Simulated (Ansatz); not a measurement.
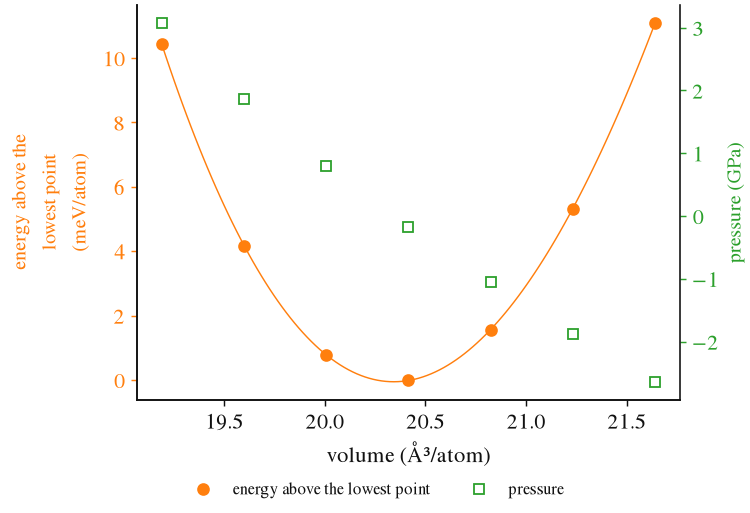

The picture above shows the energy above the lowest point and pressure against volume for CeO₃, space group Pm-3m (No. 221) (one of a set of cubic test structures, which need not be the stable phase).

Computed with Ansatz 0.2.0 development build: equation of state of a cubic crystal from periodic Kohn-Sham density functional theory without spin, third-order Birch-Murnaghan fit to the free energies; pressure corrected for the finite basis. Level: PBE.

```
                setting         value
         structure type          ReO3
          atoms in cell             4
     space group number           221
       lattice centring  simple cubic
                 k mesh         9×9×9
      occupation method   Fermi–Dirac
       occupation width    0.06123 eV
            wave cutoff        420 eV
               datasets    soft-1 PAW
      density tolerance      1e-07 eV
                  bands            25
   density cutoff ratio             4
search for lower states       default
```

How stiff is the solid, and where is its volume at rest?

Answer. A third-order Birch–Murnaghan fit gives V0 = 20.34 Å³/atom, B0 = 47.2 GPa and B′ = 3.4.

How does the pressure vary with volume?

Answer. It falls from 3.077 GPa at volume 19.19 Å³/atom to −2.641 GPa at 21.64 Å³/atom, and changes sign near 20.35 Å³/atom.

Keep in mind: cubic model structure, not the ambient form; modest k-mesh, values are not fully converged in k; no spin polarisation, a magnetic state may lie lower.
